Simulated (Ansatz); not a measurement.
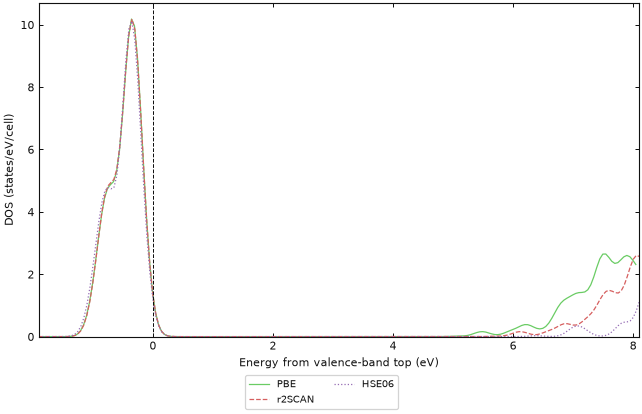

Total densities of states of KCl, space group R-3m (No. 166), 2 atoms in the cell, rocksalt type, epitaxial (111) strain +2.0%, by three methods on the same cell. The curves are built from the levels of the k mesh with Gaussians 0.3 eV wide, which also blur the band edges. Each is counted from its own valence-band top.

### How do the methods compare?

PBE gives a gap of 5.07 eV, r2SCAN gives a gap of 5.71 eV and HSE06 gives a gap of 6.38 eV.

Settings. PBE: DFT, PBE, plane waves, PAW, no spin polarisation, 8×8×8 k mesh, 420 eV cutoff, Fermi-Dirac smearing of 0.02 eV (Ansatz 0.2.0). r2SCAN: DFT, r2SCAN, plane waves, PAW, no spin polarisation, 8×8×8 k mesh, 500 eV cutoff (Ansatz). HSE06: DFT, HSE06, plane waves, PAW, no spin polarisation, 6×6×6 k mesh, 420 eV cutoff (Ansatz).
